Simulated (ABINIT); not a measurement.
# Elastic calculation of FeO (part 4 of 4)

Continued. System: FeO (2 atoms in the cell). Method: Kohn-Sham DFT of a periodic cell, LDA, PseudoDojo NC SR LDA v0.4.1 standard, spin-polarised (ABINIT 10.8.3); cutoff 1251.72 eV, 6×6×6 k-mesh, fermi-dirac of 0.05 eV, collinear spins. The structure derives from an entry of the Crystallography Open Database. The settings are looser than a standard set-up, so the numbers are not reference values.

Geometry of the input (Å; fractional positions):
```
0.0000  2.0936  2.0936
2.0936  0.0000  2.0936
2.0936  2.0936  0.0000
Fe 0.0000  0.0000  0.0000
O  0.5000  0.5000  0.5000
```

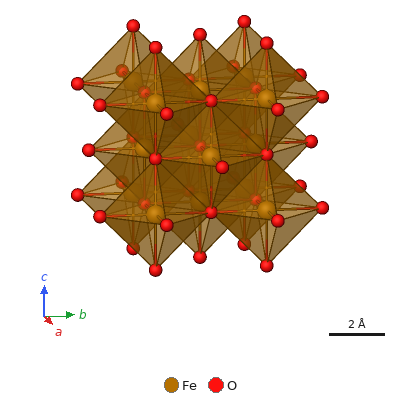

Fig. 1: The input geometry (polyhedral view of the cell 4 times as large as that of the calculation, set on its symmetry axes, seen slightly off an axis; polyhedra are completed across the faces of the cell). An atom can appear more than once, as a periodic image.

Log, continued:
```
--------------------------------------------------------------------------------

--------------------------------------------------------------------------------

 dfpt_looppert : total number of electrons, from k and k+q
  fully or partially occupied states are    2.200000E+01 and    2.200000E+01.
 Initialisation of the first-order wave-functions :
  ireadwf=   0

--- !BeginCycle
iteration_state: {dtset: 2, }
solver: {iscf: 7, nstep: 80, nline: 4, wfoptalg: 0, }
tolerances: {tolvrs: 1.00E-08, }
...

     iter   2DEtotal(Ha)        deltaE(Ha) residm    vres2    difmagsph maxmagsph
-ETOT  1   10.164938735622     -7.243E+01 6.922E-01 2.807E+04 0.000E+00 0.000E+00
 ETOT  2   2.7057253604381     -7.459E+00 7.149E-02 7.456E+03 0.000E+00 0.000E+00
 ETOT  3  0.17962235012656     -2.526E+00 3.914E-03 1.457E+01 0.000E+00 0.000E+00
 ETOT  4  0.17499921930719     -4.623E-03 6.060E-05 5.081E+00 0.000E+00 0.000E+00
 ETOT  5  0.17399774168184     -1.001E-03 9.338E-06 2.558E-02 0.000E+00 0.000E+00
 ETOT  6  0.17399541884212     -2.323E-06 4.909E-07 1.323E-03 0.000E+00 0.000E+00
 ETOT  7  0.17399516612301     -2.527E-07 7.707E-09 6.809E-06 0.000E+00 0.000E+00
 ETOT  8  0.17399516461058     -1.512E-09 3.767E-10 4.175E-08 0.000E+00 0.000E+00
 ETOT  9  0.17399516460302     -7.546E-12 9.128E-12 3.988E-10 0.000E+00 0.000E+00

 At SCF step    9       vres2   =  3.99E-10 < tolvrs=  1.00E-08 =>converged.
 Integrated electronic and magnetization densities in atomic spheres:
 ------------------------------------------------------------------------------------------------------------
 Radius=ratsph(iatom), smearing ratsm=  0.0000. Diff(up-dn)=approximate z local magnetic moment.
    Atom    Radius    up_density   dn_density  Total(up+dn)  Diff(up-dn)
    1 Fe   2.00000     0.000000     0.000000      0.000000    -0.000000
    2  O   2.00000    -0.000000    -0.000000     -0.000000     0.000000
 ------------------------------------------------------------------------------------------------------------
  Sum:                -0.000000     0.000000     -0.000000    -0.000000
 Total magnetization (from the atomic spheres):               -0.000000
 Total magnetization (exact up - dn):                         -0.000000

================================================================================

 ----iterations are completed or convergence reached----

 Mean square residual over all n,k,spin=   12.857E-15; max=  91.282E-13

 2DEtotal=    0.1739951646E+00 Ha. Also 2DEtotal=    0.473464962895E+01 eV
    (2DErelax=   -8.2422920014E+01 Ha. 2DEnonrelax=    8.2596915178E+01 Ha)
    (  non-var. 2DEtotal :    1.7399593256E-01 Ha)

--------------------------------------------------------------------------------
 Perturbation wavevector (in red.coord.)   0.000000  0.000000  0.000000
 Found     8 symmetries that leave the perturbation invariant.
 symkpt : the number of k-points, thanks to the symmetries,
 is reduced to   126 .

--------------------------------------------------------------------------------

--------------------------------------------------------------------------------

 dfpt_looppert : total number of electrons, from k and k+q
  fully or partially occupied states are    2.200000E+01 and    2.200000E+01.
 Initialisation of the first-order wave-functions :
  ireadwf=   0

--- !BeginCycle
iteration_state: {dtset: 2, }
solver: {iscf: 7, nstep: 80, nline: 4, wfoptalg: 0, }
tolerances: {tolvrs: 1.00E-08, }
...

     iter   2DEtotal(Ha)        deltaE(Ha) residm    vres2    difmagsph maxmagsph
-ETOT  1   10.164912596342     -7.243E+01 4.049E-01 2.807E+04 0.000E+00 0.000E+00
 ETOT  2   2.7057208823745     -7.459E+00 4.373E-02 7.456E+03 0.000E+00 0.000E+00
 ETOT  3  0.17962259914429     -2.526E+00 3.398E-03 1.457E+01 0.000E+00 0.000E+00
 ETOT  4  0.17499938124312     -4.623E-03 4.741E-05 5.081E+00 0.000E+00 0.000E+00
 ETOT  5  0.17399774198061     -1.002E-03 8.537E-06 2.557E-02 0.000E+00 0.000E+00
 ETOT  6  0.17399541863963     -2.323E-06 4.908E-07 1.322E-03 0.000E+00 0.000E+00
 ETOT  7  0.17399516621695     -2.524E-07 6.623E-09 6.799E-06 0.000E+00 0.000E+00
 ETOT  8  0.17399516470837     -1.509E-09 2.253E-10 4.168E-08 0.000E+00 0.000E+00
 ETOT  9  0.17399516469952     -8.853E-12 4.614E-12 3.998E-10 0.000E+00 0.000E+00

 At SCF step    9       vres2   =  4.00E-10 < tolvrs=  1.00E-08 =>converged.
 Integrated electronic and magnetization densities in atomic spheres:
 ------------------------------------------------------------------------------------------------------------
 Radius=ratsph(iatom), smearing ratsm=  0.0000. Diff(up-dn)=approximate z local magnetic moment.
    Atom    Radius    up_density   dn_density  Total(up+dn)  Diff(up-dn)
    1 Fe   2.00000     0.000000     0.000000      0.000000    -0.000000
    2  O   2.00000    -0.000000    -0.000000     -0.000000     0.000000
 ------------------------------------------------------------------------------------------------------------
  Sum:                -0.000000     0.000000     -0.000000    -0.000000
 Total magnetization (from the atomic spheres):               -0.000000
 Total magnetization (exact up - dn):                         -0.000000

================================================================================

 ----iterations are completed or convergence reached----

 Mean square residual over all n,k,spin=   12.306E-15; max=  46.137E-13

 2DEtotal=    0.1739951647E+00 Ha. Also 2DEtotal=    0.473464963157E+01 eV
    (2DErelax=   -8.2422920014E+01 Ha. 2DEnonrelax=    8.2596915179E+01 Ha)
    (  non-var. 2DEtotal :    1.7399593453E-01 Ha)

================================================================================

 ---- first-order wavefunction calculations are completed ----

 ==> Compute Derivative Database <==

  Dynamical matrix, in cartesian coordinates,
   if specified in the inputs, asr has been imposed
     j1       j2             matrix element
  dir pert dir pert     real part    imaginary part

   1    1   1    1         0.0375968914         0.0000000000
   1    1   1    2        -0.0375968914         0.0000000000

   2    1   2    1         0.0375968914         0.0000000000
   2    1   2    2        -0.0375968914         0.0000000000

   3    1   3    1         0.0375968914         0.0000000000
   3    1   3    2        -0.0375968914         0.0000000000

   1    2   1    1        -0.0375972429         0.0000000000
   1    2   1    2         0.0375972429         0.0000000000

   2    2   2    1        -0.0375972429         0.0000000000
   2    2   2    2         0.0375972429         0.0000000000

   3    2   3    1        -0.0375972429         0.0000000000
   3    2   3    2         0.0375972429         0.0000000000

  Rigid-atom elastic tensor , in cartesian coordinates,
     j1       j2             matrix element
  dir pert dir pert     real part    imaginary part

   1    5   1    5         0.0118680847         0.0000000000
   1    5   2    5         0.0054514256         0.0000000000
   1    5   3    5         0.0054514256         0.0000000000

   2    5   1    5         0.0054514256         0.0000000000
   2    5   2    5         0.0118680848         0.0000000000
   2    5   3    5         0.0054514256         0.0000000000

   3    5   1    5         0.0054514256         0.0000000000
   3    5   2    5         0.0054514256         0.0000000000
   3    5   3    5         0.0118680848         0.0000000000

   1    6   1    6         0.0014049047         0.0000000000

   2    6   2    6         0.0014049047         0.0000000000

   3    6   3    6         0.0014049047         0.0000000000

  Internal strain coupling parameters, in cartesian coordinates,
   zero average net force deriv. has been imposed
     j1       j2             matrix element
  dir pert dir pert     real part    imaginary part

  Phonon wavevector (reduced coordinates) :  0.00000  0.00000  0.00000
 Phonon energies in Hartree :
   0.000000E+00  0.000000E+00  0.000000E+00  1.287799E-03  1.287799E-03
   1.287799E-03
 Phonon frequencies in cm-1    :
   0.000000E+00  0.000000E+00  0.000000E+00  2.826393E+02  2.826393E+02
   2.826393E+02

== END DATASET(S) ==============================================================
================================================================================

 -outvars: echo values of variables after computation  --------
            acell      5.5950298715E+00  5.5950298715E+00  5.5950298715E+00 Bohr
           etotal1    -1.4173361853E+02
           etotal2     1.7399516470E-01
            fcart1    -0.0000000000E+00 -0.0000000000E+00 -0.0000000000E+00
                      -0.0000000000E+00 -0.0000000000E+00 -0.0000000000E+00
            fcart2     0.0000000000E+00  0.0000000000E+00  0.0000000000E+00
                       0.0000000000E+00  0.0000000000E+00  0.0000000000E+00
            rprim      0.0000000000E+00  7.0710678120E-01  7.0710678120E-01
                       7.0710678120E-01  0.0000000000E+00  7.0710678120E-01
                       7.0710678120E-01  7.0710678120E-01  0.0000000000E+00
           strten1    -1.4231086669E-05 -1.4231086669E-05 -1.4231086669E-05
                       0.0000000000E+00  0.0000000000E+00  0.0000000000E+00
           strten2     0.0000000000E+00  0.0000000000E+00  0.0000000000E+00
                       0.0000000000E+00  0.0000000000E+00  0.0000000000E+00
           xangst      0.0000000000E+00  0.0000000000E+00  0.0000000000E+00
                       2.0935751001E+00  2.0935751001E+00  2.0935751001E+00
             xred      0.0000000000E+00  0.0000000000E+00  0.0000000000E+00
                       5.0000000000E-01  5.0000000000E-01  5.0000000000E-01
 Calculation completed.
```

Summary:

```csv
quantity,value
outcome,converged
space group (tolerance 0.01 Å),Fm-3m (225)
electrons treated,22
free energy,−3856.7682 eV
Fermi energy,11.173 eV
net moment of the cell,3.99 μB
pressure,0.42 GPa
largest force (length of the vector),under 0.001 eV/Å
wall time,9.8 min (CPU time 39 min)
peak memory,0.76 GiB
```

Remarks:

The settings depart from the standard set-up of this series, which can bear on the numbers. Points of doubt noted for this run: k mesh coarse for metal response.
